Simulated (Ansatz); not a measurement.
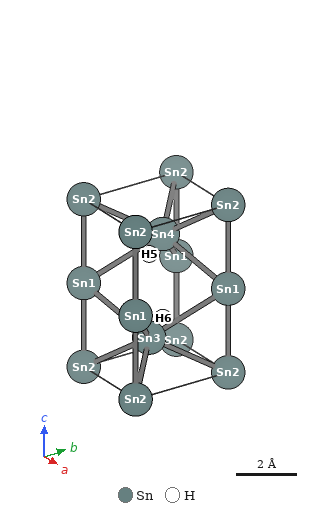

Starting structure of solid Sn2H (a generated structure, set up in P6_3/mmc). The picture is a ball-and-stick view of the cell of the calculation, seen slightly off an axis.

Theory: DFT PBE, scalar-relativistic, plane waves, PAW in Ansatz 0.2.0.

Input file:
```yaml
crystal:
  lattice:
    - [4.9434372351, 0.0, 0.0]
    - [-2.4717186176, 4.2811422277, 0.0]
    - [0.0, 0.0, 5.8246342962]
  atoms:
    - { symbol: Sn, position: [0.0, 0.0, 0.5] }
    - { symbol: Sn, position: [0.0, 0.0, 0.0] }
    - { symbol: Sn, position: [0.6666666667, 0.3333333333, 0.25] }
    - { symbol: Sn, position: [0.3333333333, 0.6666666667, 0.75] }
    - { symbol: H, position: [0.6666666667, 0.3333333333, 0.75] }
    - { symbol: H, position: [0.3333333333, 0.6666666667, 0.25] }
basis:
  ecutwfc: 420
kpoints:
  mp_grid: { grid: [12, 12, 6] }
hamiltonian:
  xc: pbe
scf:
  occupations: { method: gaussian, width: 0.1 }
output:
  forces: true
  stress: true
  eigenvalues: true
relax:
  adjacent_minimum: "off"
  f_tol: 0.01
  max_steps: 80
  cell: { stress_tol: 0.05 }
```

Run as
```bash
ansatz run input.yaml --threads 1 --pin off --max-ram 2560MiB --backend cpu --events-out ev --progress --plain --runs-dir out
```

### Predict the outcome.

No atom moves by more than 0.005 Å relative to the cell. The drawn cell changes as follows: a = b 4.943 → 3.619 Å (−26.8 %), c 5.825 → 10.756 Å (+84.7 %); the volume changes by −1.0 %. Near-neighbour distances that change, for instance: Sn1–Sn2 2.912 → 5.378 Å, Sn3–H6 2.854 → 2.090 Å, Sn1–Sn3 3.204 → 3.406 Å. New bonds form: Sn3–H6 (2.85 → 2.09 Å), Sn4–H5 (2.85 → 2.09 Å). Among the angles between lasting bonds that change: Sn3–Sn1–Sn3 101.0° → 64.2°, Sn3–Sn1–Sn4 79.0° → 115.8°, Sn1–Sn3–Sn2 127.1° → 144.3°. The space group stays P6_3/mmc (No. 194). Over 27 accepted moves (32 points after the start) the energy falls by 205 meV per atom. All forces vanish by symmetry, so only the cell relaxes. Pressure: 0.16 GPa at the start and 0.00 GPa at the end. The line search rejected the trial step at point 7 of the run. The SCF was repeated 4 times at an unchanged geometry on a basis and grid sized afresh for the cell, which shifted the energy by 14.6 meV per atom at most. Cost: 12 min on 1 thread of Intel(R) Xeon(R) Processor @ 2.70GHz (shared host), peak memory 0.58 GiB.

Step by step:

```csv
step,"E − E(0), meV/atom","pressure, GPa","volume, Å³/atom",note
0,0.00,0.16,20.545,
1,-5.93,-0.36,20.606,
2,-20.25,2.13,19.408,
3,-38.65,0.34,19.971,
4,-59.18,0.55,19.810,
5,-70.83,0.46,19.773,
6,-75.51,-0.30,19.902,
7,-51.76,5.46,18.118,rejected
8,-75.94,-0.06,19.772,
9,-76.02,0.03,19.676,
10,-76.06,0.00,19.716,
11,-90.69,0.96,19.716,"same geometry, new basis"
12,-105.28,1.11,19.696,
13,-119.99,0.81,19.797,
15,-139.92,0.67,19.873,
16,-144.21,-0.74,20.428,
17,-150.94,0.84,19.719,
18,-152.19,-0.55,20.096,
19,-152.63,-0.05,19.902,
20,-152.65,-0.01,19.872,
22,-177.61,0.97,19.824,
23,-189.52,1.04,19.815,
24,-197.69,0.62,19.980,
25,-202.91,0.15,20.200,
26,-202.91,0.41,20.203,
27,-203.77,-0.32,20.447,
29,-203.97,0.01,20.308,
30,-204.94,0.05,20.308,"same geometry, new basis"
31,-204.96,0.00,20.338,
32,-204.97,0.00,20.338,"same geometry, new basis"
```

The structure at the end:

```
CELL_PARAMETERS angstrom
3.61941 0.00000 0.00000
-1.80970 3.13450 0.00000
0.00000 0.00000 10.75618
ATOMIC_POSITIONS crystal
Sn 0.00000 0.00000 0.50000
Sn 0.00000 0.00000 0.00000
Sn 0.66667 0.33333 0.25000
Sn 0.33333 0.66667 0.75000
H 0.66667 0.33333 0.75000
H 0.33333 0.66667 0.25000
```

After the run, drawn alike:

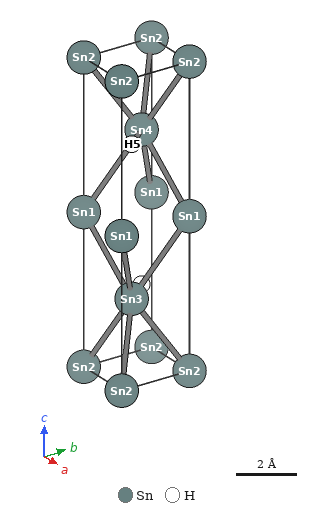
